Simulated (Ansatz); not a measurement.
**B3N4: geometry relaxation (part 4 of 4)**

The same run, continued: B3N4 (slab, 7 atoms in the cell); DFT PBE+D3(BJ), scalar-relativistic, plane waves, PAW, spin-polarised (Ansatz 0.2.0); cutoff 420 eV, 12×12×1 k-mesh, Gaussian smearing of 0.05 eV, collinear spins. The structure derives from a Materials Project entry. The input holds or restrains some coordinates. Forces given for the steps count only the free coordinates. It belongs to a series of runs on one base structure; here: N put at a bridge B-N site.

Geometry of the input (Å; fractional positions):
```
2.5052  0.0000  0.0000
1.2501  2.1710  0.0000
0.0000  0.0000  25.6790
B  0.4999  0.4999  0.3310
N  0.8334  0.8334  0.3310
B  0.9999  0.9999  0.4611
N  0.3334  0.3334  0.4611
B  0.4999  0.4999  0.5911
N  0.8334  0.8334  0.5911
N  0.6667  0.6667  0.6448
```

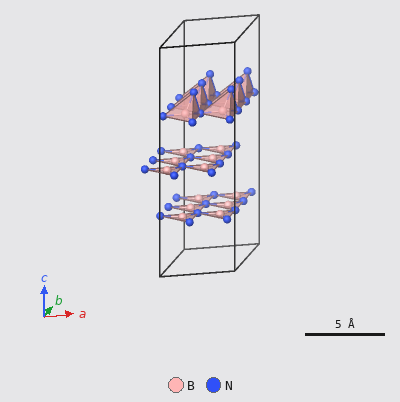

Figure 1. The geometry at step 16 of the log (polyhedral view of the 2 × 3 repeat of the cell, with the vacuum cut short, seen slightly off an axis; polyhedra are completed across the faces of the cell).

Key numbers

```json
{"quantity": "outcome", "value": "converged under the restraints of the input"}
{"quantity": "electrons treated", "value": "29"}
{"quantity": "free energy", "value": "−2007.1982 eV"}
{"quantity": "work function, top face", "value": "7.49 eV"}
{"quantity": "work function, bottom face", "value": "4.28 eV"}
{"quantity": "Fermi energy", "value": "−0.558 eV"}
{"quantity": "gap on the k-point mesh", "value": "none (metallic)"}
{"quantity": "net moment of the cell", "value": "0.14 μB"}
{"quantity": "integrated absolute moment", "value": "0.15 μB"}
{"quantity": "final volume", "value": "139.66 Å³"}
{"quantity": "work function (upper face)", "value": "7.49 eV"}
{"quantity": "largest force (length of the vector) at the end, held atoms and coordinates included", "value": "0.030 eV/Å"}
{"quantity": "wall time", "value": "17 min"}
{"quantity": "peak memory", "value": "0.51 GiB"}
```

Remarks

The electronic state found may not be the lowest one. Notes on the run: a screening estimate came out negative during mixing; some starting moments were not kept; the exchange-correlation potential is rough where the density is thin.
